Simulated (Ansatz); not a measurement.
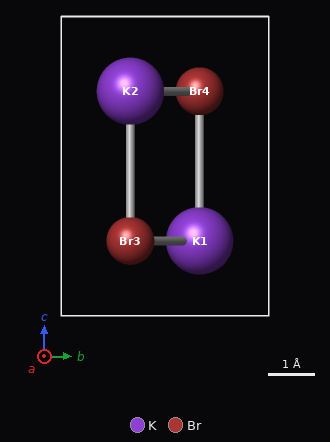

*The input geometry (ball-and-stick view of the cell of the calculation, along the a axis; atoms are numbered from 1 in the order of the input).*

# KBr: band-structure calculation

System: KBr (P6₃/mmc, 4 atoms in the cell).
Method: DFT, PBE, plane waves, PAW, no spin polarisation (Ansatz 0.2.0).

The structure was built on a prototype by a generator. The geometry comes from this level: r2SCAN (a point of a series of strains). It belongs to a series of runs on one base structure; here: epitaxial_xy strain -5.4%. Figures and captions count atoms from 1; the log counts them from 0 in places.

**Input**
```yaml
crystal:
  lattice:
    - [5.3158665841, 0.0, 0.0]
    - [-2.657933292, 4.6036755049, 0.0]
    - [0.0, 0.0, 6.630849537]
  atoms:
    - { symbol: K, position: [0.3333333333, 0.6666666667, 0.25] }
    - { symbol: K, position: [0.6666666667, 0.3333333333, 0.75] }
    - { symbol: Br, position: [0.6666666667, 0.3333333333, 0.25] }
    - { symbol: Br, position: [0.3333333333, 0.6666666667, 0.75] }
kpoints:
  mp_grid: { grid: [6, 6, 4] }
  band_path:
    path:
      - [0.0, 0.0, 0.0]
      - [0.5, 0.0, 0.0]
      - [0.3333333333, 0.3333333333, 0.0]
      - [0.0, 0.0, 0.5]
      - [0.5, 0.0, 0.5]
      - [0.3333333333, 0.3333333333, 0.5]
    npoints: 1
hamiltonian:
  xc: pbe
scf:
  occupations: { method: fermi_dirac, width: 0.02 }
  n_extra_bands: 5
output:
  forces: true
  stress: true
  eigenvalues: true
  write_density: true
  write_potential: true
  elf: true
  volumetric_format: npy
```

Hardware: 4 threads of an Arm (aarch64) CPU, shared host.

Run as:
```bash
ansatz run input.yaml --threads 4 --pin off --max-ram 3686MiB --backend cpu --events-out ev --progress --plain --runs-dir out
```

**The program's output**
```
scf.n_extra_bands = 5 over 16 filled bands (N_el = 32.0): the run solves 21 bands
Engine: ansatz 0.2.0, aarch64-unknown-linux-gnu
Pseudopotentials: kind: paw
Pseudopotential: K, paw, valence charge 9, recommended cutoff 420 eV (normal), K.paw.azcp
Pseudopotential: Br, paw, valence charge 7, recommended cutoff 420 eV (normal), Br.paw.azcp
Functional definition: PBE
  parameter kappa = 0.804
  parameter beta = 0.06672455060314922
  exchange = pbe_x(kappa = kappa, mu = beta*pi^2/3)
  correlation = pbe_c(beta = beta)
Crystal: 4 atoms, lattice volume = 162.274 Å³
Basis set: ecut = 420 eV, 3137 PW (Γ), exchange–correlation on 72×72×90 points (8 copies of the dense FFT grid, shifted against one another)
Bands: 21, of which v1, the nominal top of the filled ones, is band 16 counted from 1 (15 counted from 0)
Symmetry: 24 space group operations
Space group: P63/mmc (ITA 194), of the structure as read, at distance tolerance 5.5e-5 Å
k-points: 21 of 144
Non-local potential: K, projectors of the file, l = 0: 3, l = 1: 2, l = 2: 2
Non-local potential: Br, projectors of the file, l = 0: 2, l = 1: 2, l = 2: 2
PAW form: soft (Blöchl's): semilocal exchange-correlation on the pseudo side does not see the compensation charge
PAW one-centre angular grid: K, 110 points (default); XC on 64 Gauss nodes
PAW one-centre angular grid: Br, 110 points (default); XC on 64 Gauss nodes
Initial density: superposition of atomic densities (neutral atoms: chi_scale 0, normalization atom), corrected by the library's trained network
Initial wavefunctions: pseudopotential atomic-orbital guess
Functional: x = pbe(κ = 0.804, μ = 0.2195149727645171), c = pbe(β = 0.06672455060314922)
SCF iter   1: F=—  HF=-8648.685865 eV  |F-HF|=—  |Δ(HF+E_count)|=         —  Δρ=2.18e-4  dr2=8.44e-5  ethr=1.77e-3  ⟨swp⟩=8.8  Hψ=2705  notcnv=0
preconditioner: auto → Resta (q_TF=auto, 2.081 Å⁻¹)  ε∞=2.2  [insulator: Δε(μ)=4.347 eV  Ē_g=13.950 eV  σ=0.020 eV  W_gap=1.00  n_scr=22 (ndim 8)  ℏωp=15.4 eV  f_vac=0.210  D(μ)=0.00/eV (n_scr^D=0)  ε∞_Penn≈2.2]
SCF iter   2: F=—  HF=-8648.684481 eV  |F-HF|=—  |Δ(HF+E_count)|=   1.38e-3  Δρ=1.51e-4  dr2=5.19e-5  ethr=2.64e-7  ⟨swp⟩=3.0  Hψ=1286  notcnv=0  defer=13
SCF iter   3: F=—  HF=-8648.684503 eV  |F-HF|=—  |Δ(HF+E_count)|=   2.17e-5  Δρ=7.50e-5  dr2=1.21e-5  ethr=1.62e-7  ⟨swp⟩=2.0  Hψ=545  notcnv=0  defer=13
SCF iter   4: F=—  HF=-8648.684526 eV  |F-HF|=—  |Δ(HF+E_count)|=   2.30e-5  Δρ=3.34e-5  dr2=3.08e-6  ethr=3.79e-8  ⟨swp⟩=2.0  Hψ=753  notcnv=0  defer=13
SCF iter   5: F=—  HF=-8648.684525 eV  |F-HF|=—  |Δ(HF+E_count)|=   5.08e-7  Δρ=1.52e-5  dr2=6.06e-7  ethr=9.63e-9  ⟨swp⟩=2.0  Hψ=523  notcnv=0  defer=13
SCF iter   6: F=-8648.684525 eV  HF=-8648.684525 eV  |F-HF|=1.35e-8  |Δ(HF+E_count)|=   1.69e-7  Δρ=2.78e-6  dr2=1.97e-8  ethr=3.13e-10  ⟨swp⟩=11.8  Hψ=3546  notcnv=0
SCF 1 converged in 6 iterations: F = -8648.684525 eV  dr2 = 1.97e-8
  greatest PAW one-centre occupation: 0.988 electrons in one spin orbital (limit 2), on the K atom at site 1 (counted from 0), in its partial waves of l = 0
NSCF: frozen V_eff on 6 k-points
SCF converged after 6 iterations
Free energy (F): -8648.684525 eV
Harris-Foulkes:  -8648.684525 eV  (|F-HF|=1.35e-8)
Internal energy: -8648.684525 eV  (E = F + TS)
E sigma→0 (E₀):  -8648.684525 eV
Fermi energy:    2.452132 eV
--- Per-component energies (eV) ---
  E_band       = -291.975284
  E_kinetic    = 778.984675
  E_local      = -1927.196185  (includes V_loc(G=0)·N_el)
  E_nonlocal   = 166.162422
  E_hartree    = 655.592059
  E_xc         = -801.975906
  E_vxc        = -540.231693  (∫ρ·V_xc dr)
  E_paw        = -6056.887654  (= ΣΔE_a)
  E_vpaw       = -80.875180  (= ΣTr[D̂ρ^β])
  E_aug_tail   = -0.000008  (compensation charges beyond the density's cutoff)
  E_ewald      = -1463.363929
  E_smearing   = -0.000000  (= −TS)
  E_closure    = -0.000000  (closes the sum)
  Σ components = -8648.684525   (vs F -8648.684525, Δ=0.00e0)
--- Forces (eV/Å), atoms counted from 1 ---
  atom   1  K     -0.00000000     0.00000000     0.00000000
  atom   2  K      0.00000000     0.00000000     0.00000000
  atom   3  Br     0.00000000     0.00000000     0.00000000
  atom   4  Br    -0.00000000    -0.00000000     0.00000000
  max |Σ_I F_I| component: 4.63e-18 eV/Å
--- Stress (GPa, compression-positive) ---
        2.642934      -0.000000       0.000000
       -0.000000       2.642934       0.000000
        0.000000       0.000000       0.634510
  P = ⅓ Tr σ = 1.9735 GPa (19.735 kbar)
--- Band table (eV; the first three rows and the last of 21) ---
  k-point 0: bands = ["-27.4285", "-27.4194", "-12.0416", "-11.9460", "-11.0119", "-10.9830", "-10.9830", "-10.9469", "-10.9469", "-10.9040", "-0.5201", "-0.2570", "-0.2570", "-0.0932", "-0.0932", "0.2739", "4.6242", "7.5069", "7.8531", "7.8531", "8.3871"]
  k-point 1: bands = ["-27.4272", "-27.4207", "-12.0679", "-12.0070", "-10.9776", "-10.9776", "-10.9521", "-10.9521", "-10.9322", "-10.8627", "-0.5328", "-0.2399", "-0.2399", "-0.1248", "-0.1248", "-0.0087", "5.0535", "6.9398", "8.1804", "8.1804", "8.9077"]
  k-point 2: bands = ["-27.4239", "-27.4239", "-12.0767", "-12.0767", "-10.9648", "-10.9648", "-10.9648", "-10.9648", "-10.8412", "-10.8412", "-0.4057", "-0.4057", "-0.1895", "-0.1895", "-0.1895", "-0.1895", "5.9464", "5.9464", "8.9936", "8.9936", "8.9936"]
  k-point 20: bands = ["-27.4225", "-27.4225", "-12.2906", "-12.2906", "-10.9867", "-10.9867", "-10.9181", "-10.9181", "-10.6011", "-10.6011", "-0.7198", "-0.7198", "-0.1723", "-0.1723", "-0.0097", "-0.0097", "6.5837", "6.5837", "8.1893", "8.1893", "8.6242"]
```

**File bands.tsv**
```
# k_distance	band_0	band_1	band_2	band_3	band_4	band_5	band_6	band_7	band_8	band_9	band_10	band_11	band_12	band_13	band_14	band_15	band_16	band_17	band_18	band_19	band_20
# fermi_ev = 2.452132
# lock_threshold_ev = 1e-6
# [0, 0, 0] at k_distance = 0.000000
# [0.5, 0, 0] at k_distance = 0.682410
# [0.3333333333, 0.3333333333, 0] at k_distance = 1.076399
# [0, 0, 0.5] at k_distance = 1.995846
# [0.5, 0, 0.5] at k_distance = 2.678255
# [0.3333333333, 0.3333333333, 0.5] at k_distance = 3.072245
# levels_relative_to = fermi_ev
# free_energy_ev = -8648.684525
# largest_residual_norms_ev = 3.919e-4 4.415e-4 9.780e-4 1.105e-3 5.988e-4 6.928e-4 6.622e-4 6.664e-4 7.375e-4 8.061e-4 1.871e-3 1.911e-3 2.006e-3 1.956e-3 2.109e-3 2.073e-3 5.831e-4 1.340e-3 1.039e-3 1.820e-3 1.577e-3
0.000000	-29.880640	-29.871565	-14.493731	-14.398146	-13.464016	-13.435095	-13.435095	-13.399082	-13.399082	-13.356098	-2.972228	-2.709123	-2.709123	-2.545361	-2.545361	-2.178196	2.172116	5.054817	5.400942	5.400942	5.934999
0.682410	-29.876388	-29.873368	-14.674796	-14.654015	-13.452172	-13.424867	-13.403555	-13.389089	-13.153191	-13.138974	-3.008866	-2.754264	-2.729237	-2.687890	-2.484800	-2.349520	3.963009	4.491765	4.562033	4.706862	5.936130
1.076399	-29.874725	-29.874725	-14.684983	-14.684983	-13.466844	-13.410932	-13.406592	-13.406592	-13.109190	-13.109190	-2.827851	-2.824606	-2.824606	-2.609198	-2.609198	-2.358697	3.765560	3.830663	5.333687	5.333687	5.808098
1.995846	-29.876054	-29.876054	-14.528797	-14.528797	-13.416924	-13.416924	-13.416924	-13.416924	-13.293321	-13.293321	-2.857871	-2.857871	-2.641634	-2.641634	-2.641634	-2.641634	3.494300	3.494300	6.541463	6.541463	6.541463
2.678255	-29.874825	-29.874825	-14.723617	-14.723617	-13.427749	-13.427749	-13.373746	-13.373746	-13.085538	-13.085538	-3.189262	-3.189262	-2.541177	-2.541177	-2.511325	-2.511325	4.162401	4.162401	6.086027	6.086027	6.139042
3.072245	-29.874672	-29.874672	-14.742722	-14.742722	-13.438794	-13.438794	-13.370186	-13.370186	-13.053217	-13.053217	-3.171922	-3.171922	-2.624429	-2.624429	-2.461799	-2.461799	4.131548	4.131548	5.737154	5.737154	6.172093
```

**File rho_z.tsv**
```
# z_ang	rho[e/angstrom^3]
# format = ansatz-planar-average/11
# lattice	5.315866584	-0.000000000	0.000000000
# lattice	-2.657933292	4.603675505	0.000000000
# lattice	0.000000000	0.000000000	6.630849537
# sites	4
# site	19	0.000000000	3.069117003	1.657712384
# site	19	2.657933292	1.534558502	4.973137153
# site	35	2.657933292	1.534558502	1.657712384
# site	35	0.000000000	3.069117003	4.973137153
0.000000	2.347004e-2
0.147352	2.571027e-2
0.294704	3.295863e-2
0.442057	4.692650e-2
0.589409	7.087288e-2
0.736761	1.097107e-1
0.884113	1.679303e-1
1.031465	2.440520e-1
1.178818	3.262344e-1
1.326170	3.963641e-1
1.473522	4.415024e-1
1.620874	4.597930e-1
1.768227	4.538138e-1
1.915579	4.224061e-1
2.062931	3.638690e-1
2.210283	2.854928e-1
2.357635	2.042444e-1
2.504988	1.362730e-1
2.652340	8.808815e-2
2.799692	5.737763e-2
2.947044	3.894029e-2
3.094396	2.863263e-2
3.241749	2.402205e-2
3.389101	2.402205e-2
3.536453	2.863263e-2
3.683805	3.894029e-2
3.831158	5.737763e-2
3.978510	8.808815e-2
4.125862	1.362730e-1
4.273214	2.042444e-1
4.420566	2.854928e-1
4.567919	3.638690e-1
4.715271	4.224061e-1
4.862623	4.538138e-1
5.009975	4.597930e-1
5.157327	4.415024e-1
5.304680	3.963641e-1
5.452032	3.262344e-1
5.599384	2.440520e-1
5.746736	1.679303e-1
5.894088	1.097107e-1
6.041441	7.087288e-2
6.188793	4.692650e-2
6.336145	3.295863e-2
6.483497	2.571027e-2
```

**File v_z.tsv**
```
# z_ang	v_es[eV]	v_tot[eV]
# format = ansatz-planar-average/11
# xc	pbe
# density_cutoff_ev	1680
# datasets	K=:simpson_from_first_knot:soft	Br=:simpson_from_first_knot:soft
# lattice	5.315866584	-0.000000000	0.000000000
# lattice	-2.657933292	4.603675505	0.000000000
# lattice	0.000000000	0.000000000	6.630849537
# sites	4
# site	19	0.000000000	3.069117003	1.657712384
# site	19	2.657933292	1.534558502	4.973137153
# site	35	2.657933292	1.534558502	1.657712384
# site	35	0.000000000	3.069117003	4.973137153
0.000000	5.829179e0	1.907326e0
0.147352	5.782456e0	1.694587e0
0.294704	5.633028e0	1.376148e0
0.442057	5.351255e0	5.816734e-1
0.589409	4.895534e0	-5.659803e-1
0.736761	4.147198e0	-2.049301e0
0.884113	2.771505e0	-4.218420e0
1.031465	7.254984e-1	-7.067564e0
1.178818	-1.530247e0	-1.012286e1
1.326170	-3.460624e0	-1.281915e1
1.473522	-4.763620e0	-1.470572e1
1.620874	-5.332614e0	-1.556034e1
1.768227	-5.142621e0	-1.526887e1
1.915579	-4.199912e0	-1.388519e1
2.062931	-2.561473e0	-1.154486e1
2.210283	-4.131110e-1	-8.610765e0
2.357635	1.810986e0	-5.575201e0
2.504988	3.554991e0	-3.041498e0
2.652340	4.576734e0	-1.234471e0
2.799692	5.147229e0	2.454297e-2
2.947044	5.511849e0	1.058333e0
3.094396	5.721596e0	1.553374e0
3.241749	5.817744e0	1.838985e0
3.389101	5.817744e0	1.838985e0
3.536453	5.721596e0	1.553374e0
3.683805	5.511849e0	1.058333e0
3.831158	5.147229e0	2.454297e-2
3.978510	4.576734e0	-1.234471e0
4.125862	3.554991e0	-3.041498e0
4.273214	1.810986e0	-5.575201e0
4.420566	-4.131110e-1	-8.610765e0
4.567919	-2.561473e0	-1.154486e1
4.715271	-4.199912e0	-1.388519e1
4.862623	-5.142621e0	-1.526887e1
5.009975	-5.332614e0	-1.556034e1
5.157327	-4.763620e0	-1.470572e1
5.304680	-3.460624e0	-1.281915e1
5.452032	-1.530247e0	-1.012286e1
5.599384	7.254984e-1	-7.067564e0
5.746736	2.771505e0	-4.218420e0
5.894088	4.147198e0	-2.049301e0
6.041441	4.895534e0	-5.659803e-1
6.188793	5.351255e0	5.816734e-1
6.336145	5.633028e0	1.376148e0
6.483497	5.782456e0	1.694587e0
```

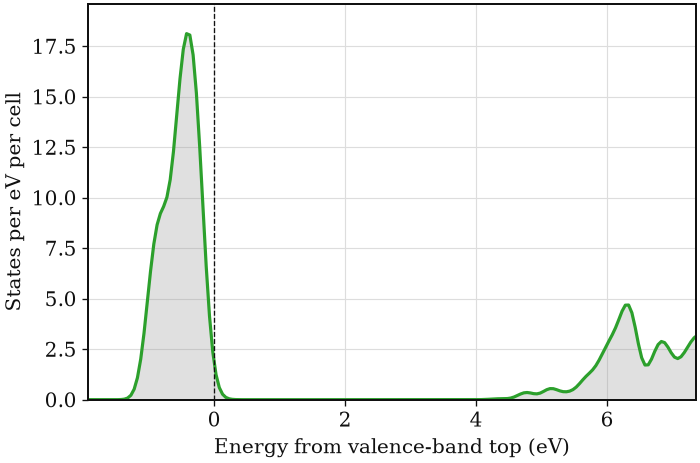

*Density of states (the curve is built from the levels of the k mesh with Gaussians 0.3 eV wide, which also blur the band edges), with energies from the valence-band top.*

There is a gap of 4.35 eV on the k-point mesh. Small ripples come from the finite k-point mesh.

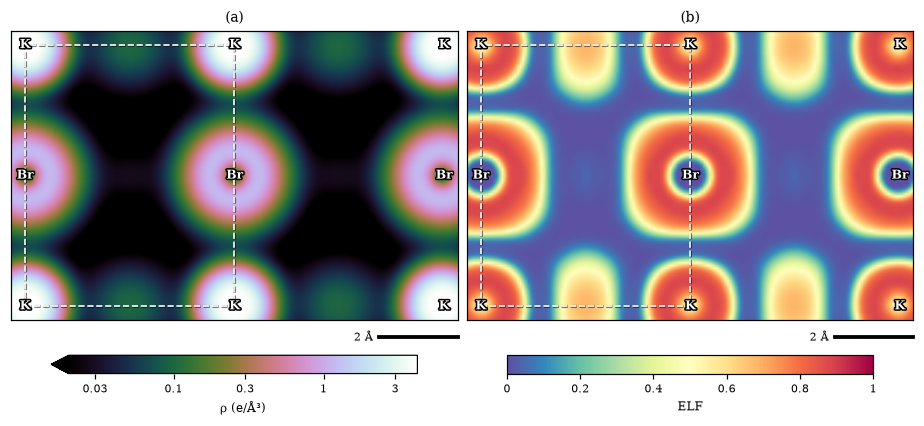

*(a) valence pseudo-density; (b) ELF on the (100) plane of the conventional cell.*

Atoms in the plane: K and Br. K–Br (3.32 Å): ρ at the midpoint is about 0.08 e/Å³, with its minimum of 0.07 e/Å³ about 1.5 Å from K; the ELF is about 0.10 at the midpoint, which marks ionic bonding with no shared pair. Away from the nuclei the density in this plane falls to 0.008 e/Å³ at its lowest. The strong features right at K lie inside the PAW spheres (semicore, d or f shells) and say nothing about bonding. In a PAW calculation such maps are meaningful between the atoms, not at the nuclei.

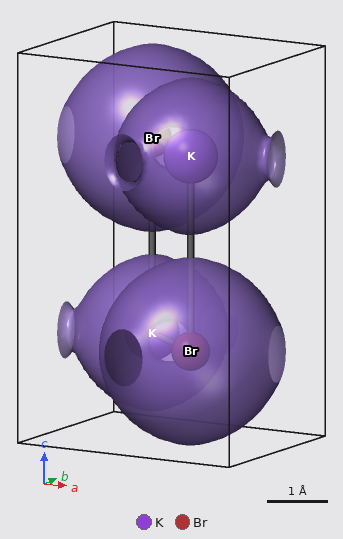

*Isosurface of the valence electron density at 0.1 e/Å³ (purple), seen slightly off an axis. Sticks mark near contacts. The outline is the cell set on symmetry axes.*

At this value the density is joined into sheets; it holds about 90 % of the electrons treated as valence (semicore included). It is pinched off along the K–Br (3.32 Å) contacts. On the grid the lowest density along these lines, outside the cores, is 0.12 e/Å³ (K–Br, 3.07 Å) and 0.07 e/Å³ (K–Br, 3.32 Å).

**Summary**

```csv
quantity,value
outcome,converged
space group (tolerance 0.01 Å),P6₃/mmc (194)
electrons treated,32
free energy,−8648.6845 eV
Fermi energy,2.452 eV
gap on the k-point mesh,4.35 eV
pressure,1.97 GPa
largest force (length of the vector),under 0.001 eV/Å
wall time,3.4 s (CPU time 12 s)
peak memory,0.48 GiB
```
